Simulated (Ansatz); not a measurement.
A structure file:

```
Ga
1.0
     4.18325    0.00000    0.00000
     0.00000    4.18325    0.00000
     0.00000    0.00000    4.18325
Ga
4
Cartesian
  0.0000 0.0000 0.0000
  0.0000 2.0916 2.0916
  2.0916 0.0000 2.0916
  2.0916 2.0916 0.0000
```

**Characterise the structure given above.**

The element is gallium. Space group Fm-3m (No. 225), lattice face-centred cubic. The structure is of the kind named face-centred cubic (Cu type). The cell holds four atoms. With all contacts inside bonding distance counted, the coordination numbers are Ga 12.

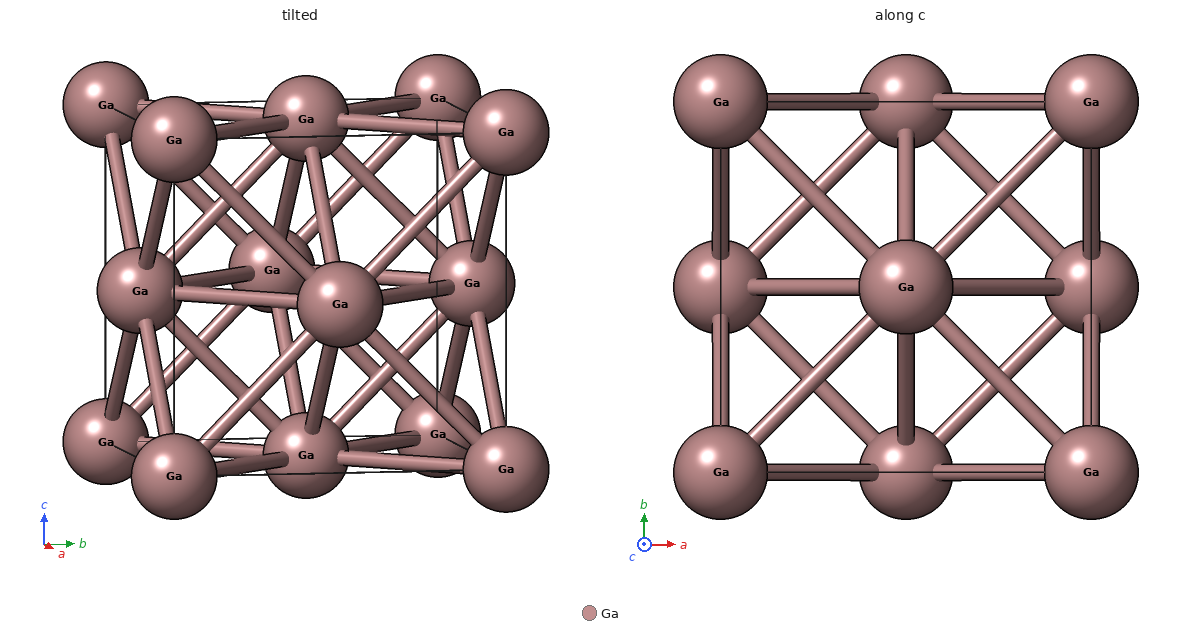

Drawn in the ball-and-stick manner and seen slightly off an axis and along the c axis. Thin lines show the conventional unit cell, with boundary atoms drawn in all their periodic places. Colours: gallium pink.

Provenance: a structure listed in the Materials Project. The geometry comes from a coarse first relaxation with DFT PBE, scalar-relativistic, plane waves, PAW (Ansatz 0.2.0).
